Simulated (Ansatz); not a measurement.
Structure data:

```cif
data_structure
_symmetry_space_group_name_H-M 'P 1'
_symmetry_Int_Tables_number 1
_cell_length_a 6.7593
_cell_length_b 6.7593
_cell_length_c 6.9683
_cell_angle_alpha 90.000
_cell_angle_beta 90.000
_cell_angle_gamma 90.000
_cell_volume 318.37
loop_
_atom_site_label
_atom_site_type_symbol
_atom_site_fract_x
_atom_site_fract_y
_atom_site_fract_z
_atom_site_occupancy
Ge1 Ge 0.14945 0.64945 0.85055 1
Ge2 Ge 0.85055 0.14945 0.64945 1
Ge3 Ge 0.64945 0.85055 0.14945 1
Ge4 Ge 0.35055 0.35055 0.35055 1
Ge5 Ge 0.85055 0.35055 0.14945 1
Ge6 Ge 0.14945 0.85055 0.35055 1
Ge7 Ge 0.35055 0.14945 0.85055 1
Ge8 Ge 0.14945 0.14945 0.14945 1
Ge9 Ge 0.64945 0.14945 0.35055 1
Ge10 Ge 0.35055 0.64945 0.14945 1
Ge11 Ge 0.14945 0.35055 0.64945 1
Ge12 Ge 0.85055 0.85055 0.85055 1
Ge13 Ge 0.35055 0.85055 0.64945 1
Ge14 Ge 0.64945 0.35055 0.85055 1
Ge15 Ge 0.85055 0.64945 0.35055 1
Ge16 Ge 0.64945 0.64945 0.64945 1
```

Q: Characterise the structure given above.

A: The element is germanium. The symmetry is that of Ibca (No. 73), on a body-centred orthorhombic lattice. The cell holds 16 atoms. Ge is coordinated by four Ge in a distorted tetrahedral arrangement at 2.38 to 2.49 Å. The bonds build a three-dimensional framework.

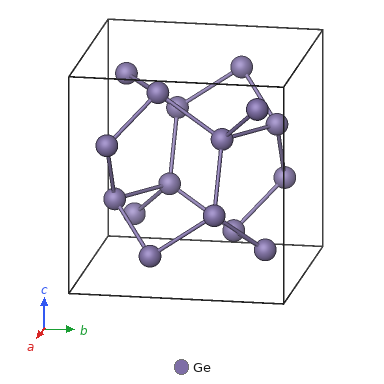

View slightly off an axis, drawn as a ball-and-stick model. Lines trace the edges of the conventional unit cell.

The model was built from a structure listed in the Materials Project. The cell was then strained or its atoms displaced on purpose. It was run through Ansatz as a DFT input.

At this level of theory the run's own cell isn't at rest (compressed, at 5 GPa), so its distances can differ from those at equilibrium, the more so the softer the solid.
